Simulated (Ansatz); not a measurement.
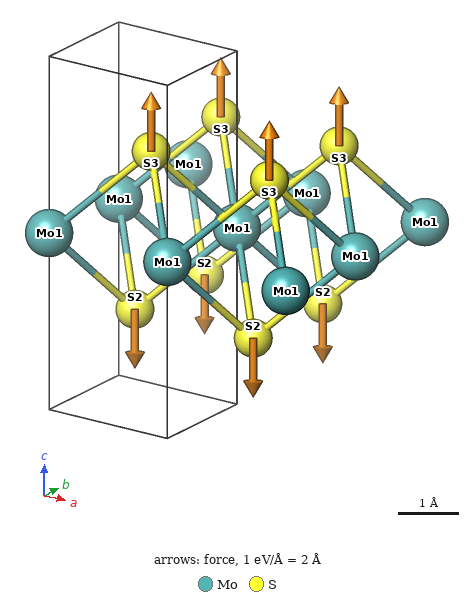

Starting geometry of crystalline MoS₂ (set up in P-3m1) with the computed forces as orange arrows. Style: ball-and-stick. Shown: the cell of the calculation, repeated 2 × 2 × 1 with one cell outlined, slightly off an axis.

Case: volume × 0.94, shape and atoms relaxed.

Level of theory: Ansatz 0.2.0, DFT r2SCAN, scalar-relativistic, plane waves, PAW.

Input file:
```yaml
crystal:
  lattice:
    - [3.1877063468, 0.0, 0.0]
    - [-1.5938531734, 2.7606346761, 0.0]
    - [0.0, 0.0, 6.040764451]
  atoms:
    - { symbol: Mo, position: [0.0, 0.0, 0.5] }
    - { symbol: S, position: [0.3333333333, 0.6666666667, 0.246596585] }
    - { symbol: S, position: [0.6666666667, 0.3333333333, 0.753403415] }
basis:
  ecutwfc: 500
kpoints:
  mp_grid: { grid: [18, 18, 8] }
hamiltonian:
  xc: r2scan
scf:
  occupations: { method: gaussian, width: 0.1 }
output:
  forces: true
  stress: true
  eigenvalues: true
relax:
  adjacent_minimum: "off"
  f_tol: 0.01
  max_steps: 30
  cell: { stress_tol: 0.1, fix: [volume] }
```

Run as
```bash
ansatz run input.yaml --threads 1 --pin off --max-ram 2560MiB --backend cpu --events-out ev --progress --plain --runs-dir out
```

Is this structure relaxed? If not, where do the atoms go?

It isn't relaxed: the largest force vector, on S atoms, is 0.51 eV/Å. The atoms end up moving mostly along the starting forces (cosine between the two patterns 1.00). The largest moves relative to the cell, 0.040 Å, are those of S2 and S3. S3 goes along +c. Mo stays in place. The drawn cell changes at constant volume: a = b 3.188 → 3.214 Å (+0.8 %), c 6.041 → 5.942 Å (−1.6 %). Some distances before and after: Mo1–S2 2.394 → 2.415 Å. The space group stays P-3m1 (No. 164). The energy falls by 18.9 meV per cell of the calculation in 2 accepted moves (3 points after the start). Largest force component: 0.51 eV/Å at the start, 0.0098 eV/Å at the end. The pressure goes from 5.57 to 1.86 GPa. At 1 point the geometry stayed and the basis and grid were re-selected for the new cell (energy shift of less than 0.05 meV per cell of the calculation at most each time). The run took 2.2 min on 1 thread of Arm Neoverse V1 (shared host), peak memory 0.65 GiB.
